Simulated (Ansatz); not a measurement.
```cif
data_structure
_symmetry_space_group_name_H-M 'P 1'
_symmetry_Int_Tables_number 1
_cell_length_a 7.9762
_cell_length_b 10.0259
_cell_length_c 3.5351
_cell_angle_alpha 90.000
_cell_angle_beta 90.000
_cell_angle_gamma 90.000
_cell_volume 282.69
loop_
_atom_site_label
_atom_site_type_symbol
_atom_site_fract_x
_atom_site_fract_y
_atom_site_fract_z
_atom_site_occupancy
Be1 Be 0.00000 0.00000 0.00000 1
Be2 Be 0.50000 0.50000 0.00000 1
Se1 Se 0.00000 0.38807 0.00000 1
Se2 Se 0.50000 0.88807 0.00000 1
Se3 Se 0.16313 0.00000 0.50000 1
Se4 Se 0.66313 0.50000 0.50000 1
Se5 Se 0.33687 0.50000 0.50000 1
Se6 Se 0.83687 0.00000 0.50000 1
Se7 Se 0.00000 0.61193 0.00000 1
Se8 Se 0.50000 0.11193 0.00000 1
```

Space group Cmmm; a structure generated by program, which may or may not match a known phase.

All numbers below come from DFT PBE, scalar-relativistic, plane waves, PAW (Ansatz 0.2.0).

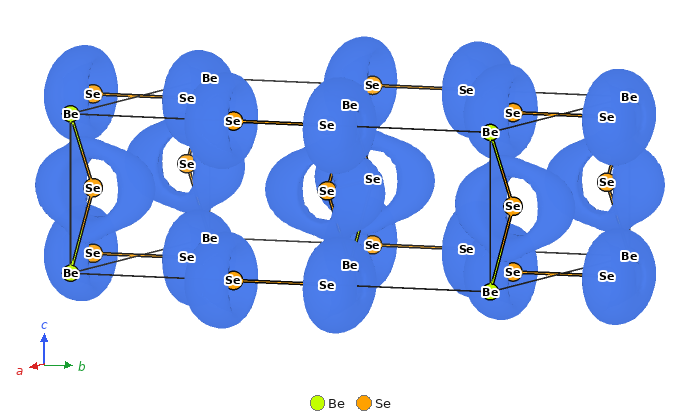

BeSe4. Isosurface of the electron localisation function at 0.8 (blue), seen at an oblique angle. Core shells and regions of very low density are left out. Sticks mark near contacts.

In a PAW calculation such maps are meaningful between the atoms, not at the nuclei.

Question: Describe the localisation domains.

Answer: The surface consists of four rings or bowls of non-bonding electrons around Se and four regions wrapped around Se (the valence shell of each), counted in one cell of 10 atoms. Regions shared between cells count once. Along the contacts the grid gives the following. Be–Se (2.19 Å): the ELF peaks at about 0.80 in the valence shell of Se, 1.2 Å from its nucleus, and is about 0.80 at the midpoint. Se–Se (2.24 Å): the ELF peaks at about 0.70 between the atoms.

Question: Does the calculation give a band gap?

Answer: It is metallic or semimetallic at this level of theory: no gap opens.
